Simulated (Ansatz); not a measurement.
GW calculation of MgO

The run: GW calculation of MgO (P6₃/mmc, 4 atoms in the cell). Method and program: G0W0 on PBE, plane waves, PAW, no spin polarisation (Ansatz 0.2.0).

The structure was built on a prototype by a generator. The geometry comes from this level: r2SCAN. It belongs to a series of runs on one base structure; here: frequency model.

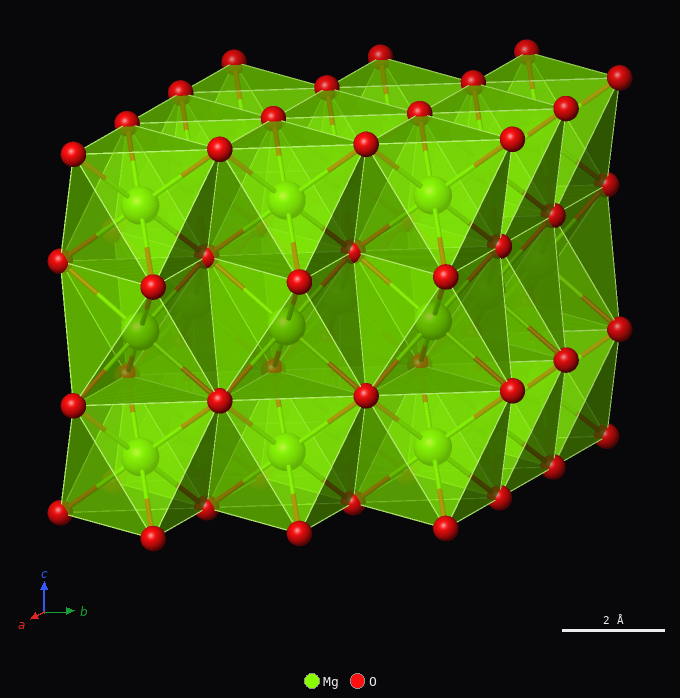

Figure 1. The input geometry (polyhedral view of the cell of the calculation, repeated 2 × 2 × 1, seen slightly off an axis; polyhedra are completed across the faces of the cell).

Key numbers:

```csv
quantity,value
outcome,converged
space group (tolerance 0.01 Å),P6₃/mmc (194)
electrons treated,32
free energy,−4987.6568 eV
Fermi energy,8.204 eV
gap on the k-point mesh,4.47 eV
quasiparticle gap on the mesh,6.81 eV
hardware,"2 threads of an x86-64 CPU, shared host"
wall time,1.7 min (CPU time 3.3 min)
peak memory,0.54 GiB
```

Remarks:

The GW levels are not extrapolated in basis or mesh.

Input:
```yaml
crystal:
  lattice:
    - [2.9230552963, 0.0, 0.0]
    - [-1.4615276482, 2.5314401432, 0.0]
    - [0.0, 0.0, 5.0921016484]
  atoms:
    - { symbol: Mg, position: [0.0, 0.0, 0.0] }
    - { symbol: Mg, position: [0.0, 0.0, 0.5] }
    - { symbol: O, position: [0.3333333333, 0.6666666667, 0.25] }
    - { symbol: O, position: [0.6666666667, 0.3333333333, 0.75] }
kpoints:
  mp_grid: { grid: [6, 6, 4] }
hamiltonian:
  xc: pbe
scf:
  occupations: { method: fixed }
gw:
  n_empty_bands: 141
  ecut_chi: 140
  qp_bands: [v2, c2]
  qp_kpoints: band_edges
  screening: { model: godby_needs }
```

Launch command:
```bash
ansatz run input.yaml --threads 2 --pin off --max-ram 3686MiB --backend cpu --events-out ev --progress --plain --runs-dir out
```

What the program printed:
```
Engine: ansatz 0.2.0, x86_64-unknown-linux-gnu
Pseudopotentials: kind: paw
Pseudopotential: Mg, paw, valence charge 10, recommended cutoff 420 eV (normal), Mg.paw.azcp
Pseudopotential: O, paw, valence charge 6, recommended cutoff 420 eV (normal), O.paw.azcp
Functional definition: PBE
  parameter kappa = 0.804
  parameter beta = 0.06672455060314922
  exchange = pbe_x(kappa = kappa, mu = beta*pi^2/3)
  correlation = pbe_c(beta = beta)
Crystal: 4 atoms, lattice volume = 37.679 Å³
Basis set: ecut = 420 eV, 713 PW (Γ)
Bands: 20, of which v1, the nominal top of the filled ones, is band 16 counted from 1 (15 counted from 0)
Symmetry: 24 space group operations
Space group: P63/mmc (ITA 194), of the structure as read, at distance tolerance 3.4e-5 Å
k-points: 21 of 144
Non-local potential: Mg, projectors of the file, l = 0: 3, l = 1: 2, l = 2: 1
Non-local potential: O, projectors of the file, l = 0: 2, l = 1: 2, l = 2: 1
PAW form: soft (Blöchl's): semilocal exchange-correlation on the pseudo side does not see the compensation charge
PAW one-centre angular grid: Mg, 110 points (default); XC on 64 Gauss nodes
PAW one-centre angular grid: O, 110 points (default); XC on 64 Gauss nodes
Initial density: superposition of atomic densities (neutral atoms: chi_scale 0, normalization atom), corrected by the library's trained network
Initial wavefunctions: pseudopotential atomic-orbital guess
Functional: x = pbe(κ = 0.804, μ = 0.2195149727645171), c = pbe(β = 0.06672455060314922)
SCF iter   1: F=—  HF=-4987.656973 eV  |F-HF|=—  |Δ(HF+E_count)|=         —  Δρ=1.85e-3  dr2=8.41e-4  ethr=1.77e-3  ⟨swp⟩=4.7  Hψ=1746  notcnv=0  defer=38
preconditioner: auto → none  [insulator: Δε(μ)=4.456 eV  Ē_g=15.852 eV  n_scr=10 (ndim 8)  ℏωp=24.2 eV  f_vac=0.000  ε∞_Penn≈3.3]
SCF iter   2: F=—  HF=-4987.656784 eV  |F-HF|=—  |Δ(HF+E_count)|=   1.89e-4  Δρ=9.16e-4  dr2=1.49e-4  ethr=2.63e-6  ⟨swp⟩=2.0  Hψ=798  notcnv=0  defer=42
SCF iter   3: F=—  HF=-4987.656797 eV  |F-HF|=—  |Δ(HF+E_count)|=   1.36e-5  Δρ=3.74e-4  dr2=1.47e-5  ethr=4.64e-7  ⟨swp⟩=2.0  Hψ=569  notcnv=0  defer=39
SCF iter   4: F=—  HF=-4987.656845 eV  |F-HF|=—  |Δ(HF+E_count)|=   4.78e-5  Δρ=4.64e-5  dr2=2.30e-7  ethr=4.61e-8  ⟨swp⟩=2.0  Hψ=574  notcnv=0  defer=10
iter 5 did not close the SCF: its close was put off for the readings that it lacked (scf_convergence_deferred on its scf_iter line)
SCF iter   5: F=-4987.656846 eV  HF=-4987.656846 eV  |F-HF|=1.06e-8  |Δ(HF+E_count)|=   5.45e-7  Δρ=1.44e-5  dr2=2.77e-8  ethr=7.19e-10  ⟨swp⟩=2.9  Hψ=811  notcnv=0  defer=13
SCF iter   6: F=-4987.656846 eV  HF=-4987.656846 eV  |F-HF|=2.46e-9  |Δ(HF+E_count)|=   2.56e-8  Δρ=3.28e-6  dr2=2.55e-9  ethr=8.65e-11  ⟨swp⟩=3.1  Hψ=1645  notcnv=0
SCF 1 converged in 6 iterations: F = -4987.656846 eV  dr2 = 2.55e-9
  greatest PAW one-centre occupation: 1.000 electrons in one spin orbital (limit 2), on the Mg atom at site 1 (counted from 0), in its partial waves of l = 0
```

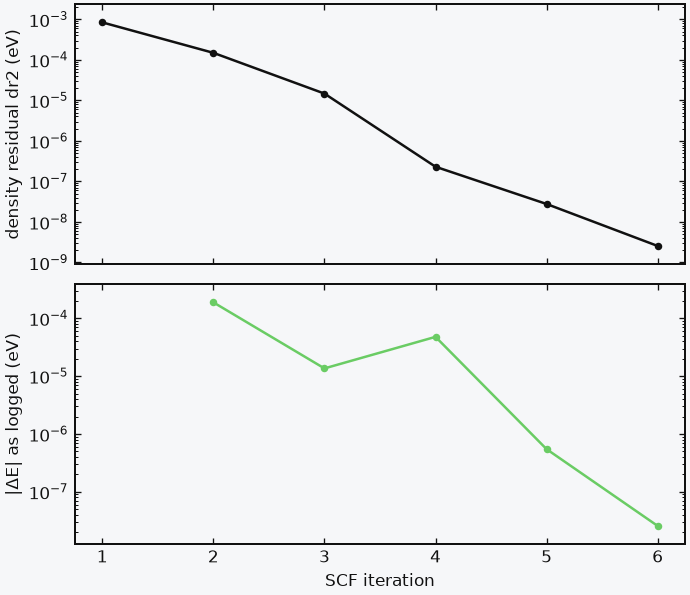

Figure 2. Convergence of the self-consistent field: density residual dr2 and size of the energy change against the SCF iteration. The residual falls at every step.

```
NSCF: frozen V_eff on 21 k-points
G₀W₀ screening: q 1/21
G₀W₀ screening: q 2/21 (q-point 17)
G₀W₀ screening: q 3/21 (q-point 5)
G₀W₀ screening: q 4/21 (q-point 8)
G₀W₀ screening: q 5/21 (q-point 14)
G₀W₀ screening: q 6/21 (q-point 16)
G₀W₀ screening: q 7/21 (q-point 18)
G₀W₀ screening: q 8/21 (q-point 4)
G₀W₀ screening: q 9/21 (q-point 6)
G₀W₀ screening: q 10/21 (q-point 7)
G₀W₀ screening: q 11/21 (q-point 9)
G₀W₀ screening: q 12/21 (q-point 11)
G₀W₀ screening: q 13/21
G₀W₀ screening: q 14/21 (q-point 15)
G₀W₀ screening: q 15/21 (q-point 20)
G₀W₀ screening: q 16/21 (q-point 10)
G₀W₀ screening: q 17/21 (q-point 12)
G₀W₀ screening: q 18/21 (q-point 2)
G₀W₀ screening: q 19/21
G₀W₀ screening: q 20/21 (q-point 21)
G₀W₀ screening: q 21/21 (q-point 3)
G₀W₀ self-energy: k 1/12
G₀W₀ self-energy: k 2/12
G₀W₀ self-energy: k 3/12
G₀W₀ self-energy: k 4/12
G₀W₀ self-energy: k 5/12
G₀W₀ self-energy: k 6/12
G₀W₀ self-energy: k 7/12
G₀W₀ self-energy: k 8/12
G₀W₀ self-energy: k 9/12
G₀W₀ self-energy: k 10/12
G₀W₀ self-energy: k 11/12
G₀W₀ self-energy: k 12/12
SCF converged after 6 iterations
Free energy (F): -4987.656846 eV
Harris-Foulkes:  -4987.656846 eV  (|F-HF|=2.46e-9)
Internal energy: -4987.656846 eV  (E = F + TS)
E sigma→0 (E₀):  -4987.656846 eV
Fermi energy:    8.203711 eV
--- Per-component energies (eV) ---
  E_band       = -591.167076
  E_kinetic    = 511.321422
  E_local      = -3240.990391  (includes V_loc(G=0)·N_el)
  E_nonlocal   = 285.710460
  E_hartree    = 1123.663645
  E_xc         = -210.506097
  E_vxc        = -269.762621  (∫ρ·V_xc dr)
  E_paw        = -899.955230  (= ΣΔE_a)
  E_vpaw       = -124.780363  (= ΣTr[D̂ρ^β])
  E_aug_tail   = 0.005064  (compensation charges beyond the density's cutoff)
  E_ewald      = -2556.905719
  E_smearing   = -0.000000  (= −TS)
  E_closure    = 0.000000  (closes the sum)
  Σ components = -4987.656846   (vs F -4987.656846, Δ=0.00e0)
--- Band table (eV; the first three rows and the last of 21) ---
  k-point 0: bands = ["-64.4768", "-64.4563", "-31.3464", "-31.1919", "-31.1919", "-31.1729", "-31.1729", "-31.1562", "-9.1659", "-8.0245", "3.2626", "7.6862", "7.6862", "7.6997", "8.2037", "8.2037", "12.6737", "16.3543", "19.9637", "21.2033"]
  k-point 1: bands = ["-64.4738", "-64.4593", "-31.3188", "-31.1891", "-31.1891", "-31.1843", "-31.1757", "-31.1757", "-9.0186", "-8.2157", "3.7777", "6.7708", "7.7585", "7.7585", "8.1241", "8.1241", "13.5813", "16.1101", "19.8891", "20.8406"]
  k-point 2: bands = ["-64.4665", "-64.4665", "-31.2518", "-31.2518", "-31.1824", "-31.1824", "-31.1824", "-31.1824", "-8.6386", "-8.6386", "5.1184", "5.1184", "7.9382", "7.9382", "7.9382", "7.9382", "15.1164", "15.1164", "20.1566", "20.1566"]
  k-point 20: bands = ["-64.4584", "-64.4584", "-31.2351", "-31.2351", "-31.2346", "-31.2346", "-31.2323", "-31.2323", "-7.6139", "-7.6139", "4.6651", "4.6651", "5.2109", "5.2109", "7.0632", "7.0632", "17.9517", "17.9517", "20.2660", "20.2660"]
--- G₀W₀: ω_p = 34.2201 eV, 144 q-points, 141 empty bands' worth ---
  eigenvalues of the whole cell's RPA ε∞ on this k-mesh (on a slab, of 1 + 4πα/V) = 3.0420, 3.0420, 3.0893; static W/v taken at q = 0 is 0.327434
  GN-PPA: 1013400/2871525 pairs with Re ω̃² < 0 across q-mesh
  bands read: the sum over 157 bands ends inside a degenerate multiplet in 8 slots, whose members it reads at an even weight; the widest, k=2: bands 155 to 158 (counted from 1) at 3/4 each
  gw.qp_kpoints: band_edges: 12 of 21 stored k-points solved, in 1 pass; an edge of the gap read off the rows below is read off those points alone
    valence top: of the k-points left out ik 7 came nearest to being solved in a further pass, in band 16 (counted from 1, as in the quasiparticle table): it holds the edge there only if its correction is more favourable than any solved in that band by at least 0.631 eV; those differ by 0.210 eV
    conduction bottom: of the k-points left out ik 12 came nearest to being solved in a further pass, in band 17 (counted from 1, as in the quasiparticle table): it holds the edge there only if its correction is more favourable than any solved in that band by at least 2.874 eV; those differ by 0.403 eV
    ik  band        ε_KS         Σx   Σc(E_QP)       V_xc       Z   E_QP_lin       E_QP  E_QP is
     0    15      8.2037   -26.5188     4.2577   -20.9959  0.8051     6.9303     6.9385  root
     0    16      8.2037   -26.5188     4.2577   -20.9959  0.8051     6.9303     6.9385  root
     0    17     12.6737   -10.0357    -3.6253   -14.7378  0.8564    13.7542    13.7504  root
     0    18     16.3543    -7.4021    -4.1600   -12.6476  0.8602    17.4443    17.4397  root
     1    15      8.1241   -26.4360     4.2742   -20.8777  0.8051     6.8313     6.8400  root
     1    16      8.1241   -26.4360     4.2742   -20.8777  0.8051     6.8313     6.8400  root
     1    17     13.5813   -10.9116    -3.5970   -15.6987  0.8501    14.7760    14.7714  root
     1    18     16.1101    -8.5309    -4.1280   -13.8635  0.8546    17.3203    17.3148  root
     2    15      7.9382   -26.2444     4.3101   -20.6063  0.8050     6.6007     6.6102  root
     2    16      7.9382   -26.2444     4.3101   -20.6063  0.8050     6.6007     6.6102  root
     2    17     15.1164   -10.5347    -3.9018   -15.7607  0.8471    16.4470    16.4406  root
     2    18     15.1164   -10.5347    -3.9018   -15.7607  0.8471    16.4470    16.4406  root
     3    15      7.5790   -25.9837     4.1799   -20.4670  0.8068     6.2333     6.2421  root
     3    16      8.0123   -26.3296     4.2920   -20.7302  0.8050     6.6962     6.7049  root
     3    17     13.9872   -10.8734    -3.6019   -15.6828  0.8489    15.1997    15.1948  root
     3    18     17.5372    -7.9377    -4.2531   -13.4248  0.8527    18.7764    18.7713  root
     4    15      7.5656   -25.9397     4.3628   -20.1676  0.8050     6.1464     6.1562  root
     4    16      7.9324   -26.2555     4.3052   -20.6235  0.8051     6.5966     6.6057  root
     4    17     14.6320   -11.0977    -3.7110   -16.1130  0.8458    15.9422    15.9363  root
     4    18     17.2008    -9.4197    -4.2539   -15.0756  0.8459    18.6108    18.6028  root
     5    15      7.7451   -26.0895     4.3355   -20.3846  0.8051     6.3657     6.3758  root
     5    16      7.7451   -26.0895     4.3355   -20.3846  0.8051     6.3657     6.3758  root
     5    17     16.0177   -10.9620    -4.0237   -16.4481  0.8417    17.4884    17.4802  root
     5    18     16.0177   -10.9620    -4.0237   -16.4481  0.8417    17.4884    17.4802  root
     6    15      7.1559   -25.4928     4.2305   -19.8287  0.8072     5.7112     5.7224  root
     6    16      7.6532   -26.0132     4.3585   -20.2732  0.8047     6.2607     6.2718  root
     6    17     15.8620    -9.5274    -4.0194   -14.8394  0.8488    17.1609    17.1546  root
     6    18     18.2603    -5.4201    -4.3462   -10.8015  0.8642    19.3003    19.2956  root
     8    15      7.3865   -25.8408     4.3868   -20.0108  0.8048     5.9334     5.9433  root
     8    16      7.3865   -25.8408     4.3868   -20.0108  0.8048     5.9334     5.9433  root
     8    17     16.8975    -9.0347    -4.2422   -14.6399  0.8491    18.2677    18.2606  root
     8    18     16.8975    -9.0347    -4.2422   -14.6399  0.8491    18.2677    18.2606  root
     9    15      6.9742   -25.6329     4.4400   -19.6653  0.8036     5.4381     5.4466  root
     9    16      7.4845   -25.8771     4.3865   -20.0737  0.8044     6.0579     6.0676  root
     9    17     16.6892    -7.7672    -4.1939   -13.1294  0.8555    17.8629    17.8574  root
     9    18     17.8100    -4.7797    -4.2954   -10.0161  0.8679    18.7540    18.7510  root
    10    15      7.0438   -25.6614     4.4320   -19.7170  0.8039     5.5222     5.5314  root
    10    16      7.4045   -25.8323     4.3934   -20.0039  0.8045     5.9599     5.9695  root
    10    17     16.4333    -7.1279    -4.2037   -12.4296  0.8611    17.5356    17.5313  root
    10    18     17.9739    -6.4224    -4.3581   -11.9276  0.8651    19.1314    19.1211  root
    11    15      7.2194   -25.7383     4.4126   -19.8504  0.8045     5.7339     5.7441  root
    11    16      7.2194   -25.7383     4.4126   -19.8504  0.8045     5.7339     5.7441  root
    11    17     16.9146    -7.3007    -4.2650   -12.7283  0.8597    18.0825    18.0773  root
    11    18     16.9146    -7.3007    -4.2650   -12.7283  0.8597    18.0825    18.0773  root
    20    15      7.0632   -25.5333     4.3316   -19.7377  0.8057     5.5880     5.5992  root
    20    16      7.0632   -25.5333     4.3316   -19.7377  0.8057     5.5880     5.5992  root
    20    17     17.9517    -5.8339    -4.3876   -11.2811  0.8618    19.0162    19.0112  root
    20    18     17.9517    -5.8339    -4.3876   -11.2811  0.8618    19.0162    19.0112  root
```

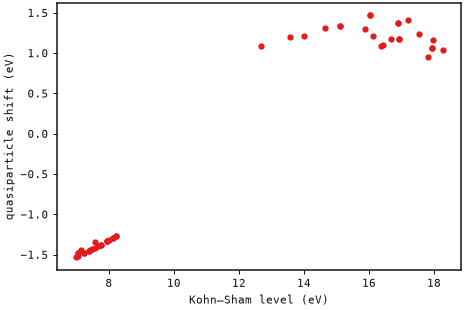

Figure 3. Quasiparticle corrections (linearised) against the Kohn–Sham levels, for the bands and k-points computed. On this mesh the gap goes from 4.47 to 6.81 eV.

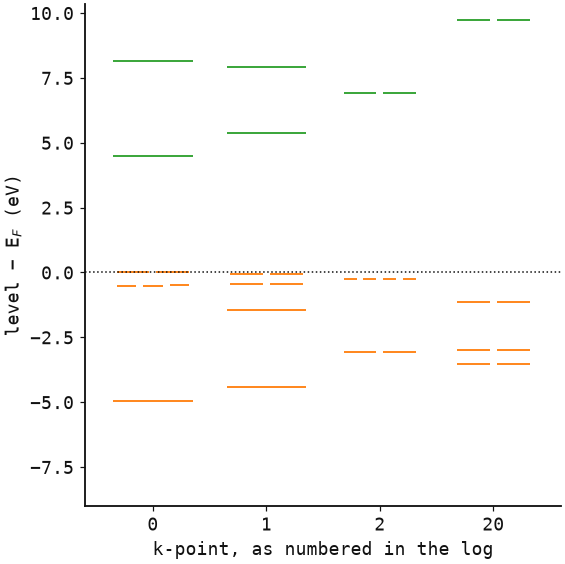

Figure 4. Kohn–Sham levels near the Fermi level (dotted) at the few k-points that the log prints; levels within 0.02 eV of each other stand side by side. Among these points the highest filled and lowest empty levels are 4.47 eV apart, which is the gap on the mesh.
